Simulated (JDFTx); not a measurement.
# A series of single points on Pb

System: Pb (2 atoms in the cell).
Method: Kohn-Sham DFT of a periodic cell, PBEsol, PseudoDojo-SR-PBEsol-0.4.1-standard, no spin polarisation (JDFTx 1.7.0 (patched build)).

The 7 runs differ only in the geometry, by an even scaling of the cell at fixed fractional positions. The structure derives from a Materials Project entry.

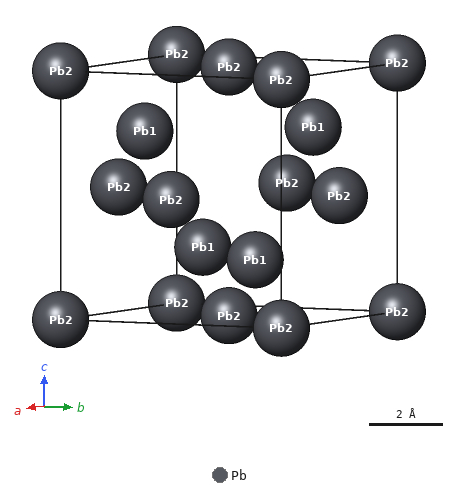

Figure 1. The structure of run 4 (spheres-only view of the cell 4 times as large as that of the calculation, set on its symmetry axes, seen at an oblique angle; atoms are numbered from 1 in the order of the input). An atom can appear more than once, as a periodic image.

**Input of run 4**
```
lattice \
    0.0000000000     6.4987682475     6.4987682475 \
    6.4987682475     0.0000000000     6.4987682475 \
    6.4987682475     6.4987682475     0.0000000000
coords-type Lattice
ion Pb     0.2500000000     0.2500000000     0.2500000000 1
ion Pb     0.0000000000     0.0000000000     0.0000000000 1

ion-species pseudo/Pb.upf
elec-cutoff 28 224
elec-ex-corr gga-PBEsol
kpoint-folding 7 7 7
elec-smearing Fermi 0.0018374661
elec-n-bands 21
electronic-SCF nIterations 100 energyDiffThreshold 1e-09
electronic-minimize nIterations 30 energyDiffThreshold 1e-7
forces-output-coords Cartesian

dump-name run.$VAR
dump End Ecomponents EigStats BandEigs Kpoints Forces Stress
```

Command:
```bash
jdftx -c 1 -i Pb.in -o Pb.out
```

Lattice vectors (Å) and fractional positions of run 4:
```
   0.000000    3.439000    3.439000
   3.439000    0.000000    3.439000
   3.439000    3.439000    0.000000
Pb  0.250000  0.250000  0.250000
Pb  0.000000  0.000000  0.000000
```

Run 2 differs from it as follows:
```diff
-    0.0000000000     6.4987682475     6.4987682475 \
-    6.4987682475     0.0000000000     6.4987682475 \
-    6.4987682475     6.4987682475     0.0000000000
+    0.0000000000     6.4109362881     6.4109362881 \
+    6.4109362881     0.0000000000     6.4109362881 \
+    6.4109362881     6.4109362881     0.0000000000
```

**Results, with one run withheld**

```tsv
run	volume per atom (Å³)	free energy per atom, from the lowest run given (meV)	pressure (GPa)
1	38.232	25.69	2.86
2	39.045	?	?
3	39.859	5.30	1.20
4	40.672	0.98	0.51
5	41.486	0.00	−0.12
6	42.299	2.01	−0.67
7	43.112	6.68	−1.17
```

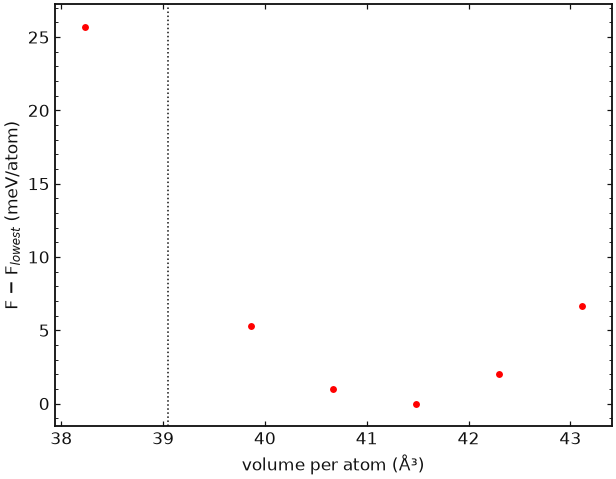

Figure 2. Free energy per atom of the runs given; the dotted line marks run 2.

Estimate the energy of run 2 from the others.

A cubic polynomial in V^(−2/3) (the Birch–Murnaghan form), fitted to the 6 runs given, misses them by under 0.01 meV per atom. With x = V^(−2/3) − 0.08425 Å⁻², it reads F = 0.39756 + 1516.4 x + 1.2767e+06 x² + 6.2905e+06 x³ (meV per atom). At run 2 it gives 13.39 meV per atom, and the run itself gives 13.39. The slope of the fit gives a pressure −dF/dV of 1.99 GPa there, and the run prints 1.99 GPa. The fit has its minimum at 41.331 Å³ per atom, where V d²F/dV² gives 30.5 GPa: the bulk modulus at this level, since symmetry fixes the shape and the positions.

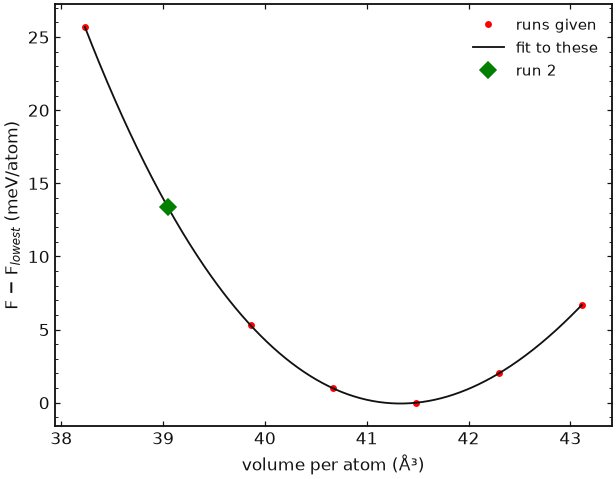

Figure 3. The fit and the withheld run.

**Some lines of the output (run 2)**
```
[...]
unit cell volume = 526.98
     Etot =     -120.7034208230279546
        F =     -120.7036428032452022
	HOMO-LUMO gap: +0.002300
	Optical gap  : +0.021024 at state 9 ( [ +0.000000 +0.142857 -0.142857 ] spin 0 )
```

Notes: Spin–orbit coupling is left out, which matters for Pb.
